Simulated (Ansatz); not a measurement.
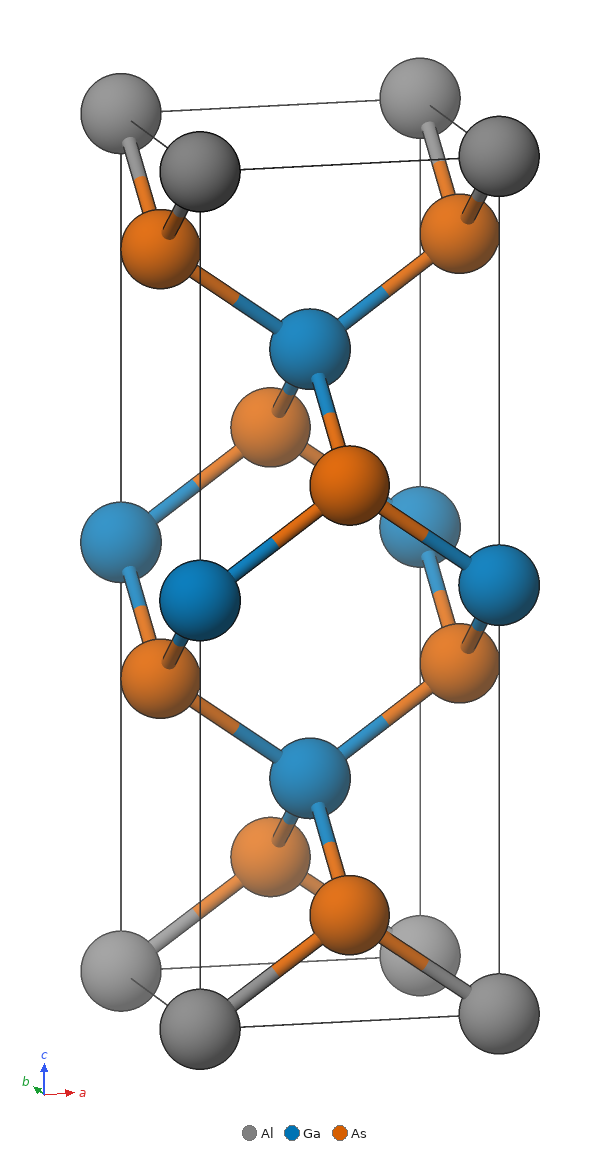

This ball-and-stick model is shown slightly off an axis. Thin lines show the conventional unit cell, with boundary atoms drawn in all their periodic places. Cell: a = 4.06 Å, b = 4.06 Å, c = 11.48 Å, α = 90.00°, β = 90.00°, γ = 90.00°.

The structure was taken from a structure type filled with these elements by a generator (whether the compound takes this form wasn't checked). Earlier steps of the study, as a rule a relaxation of our own, may have changed the cell and positions, so they can lie some per cent off the listed ones. It went into a calculation with Ansatz.

### In words:

Its composition is AlGa₃As₄. The atoms follow space group P-4m2 (No. 115); the Bravais lattice is primitive tetragonal. Atoms per cell: 8 (1 Al, 3 Ga, 4 As). The coordination shell of Al holds four As in a tetrahedral arrangement at about 2.5 Å. Each Ga atom is coordinated by four As in a tetrahedral arrangement at about 2.5 Å. As takes two kinds of site: 2g with two Al and two Ga in a tetrahedral arrangement (about 2.5 Å to Al, 2.5 Å to Ga); 2g with four Ga in a tetrahedral arrangement at about 2.5 Å. The bonds build a three-dimensional framework.

Method used: Ansatz, DFT r2SCAN, scalar-relativistic, plane waves, PAW. It ran with a cutoff energy of 500 eV, Brillouin-zone sampling on a 10×10×4 mesh, Gaussian smearing of 0.02 eV, no spin polarisation.

### Classify it as metallic or gapped, with the value.

A semiconductor at this level, with a gap of 1.01 eV, direct.

### How are the electrons shared out in a Bader analysis?

Al +2.05 e; Ga +0.76 e; As -1.41 to -0.75 e.

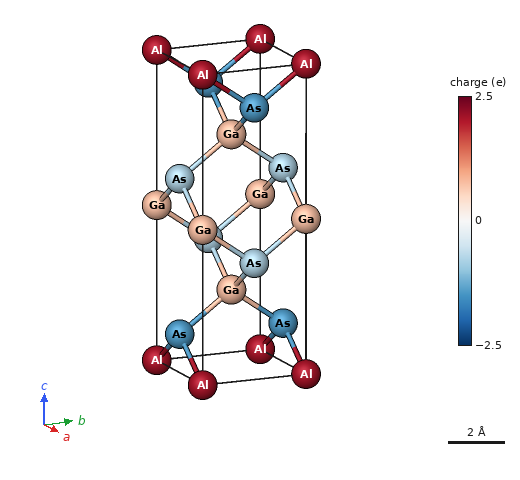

The atoms coloured by those charges. The run's cell of 8 atoms is drawn.

### Is the structure relaxed at this level of theory?

No. The largest force is 0.06 eV/Å, on As. The pressure is -2.5 GPa, so the cell would contract.
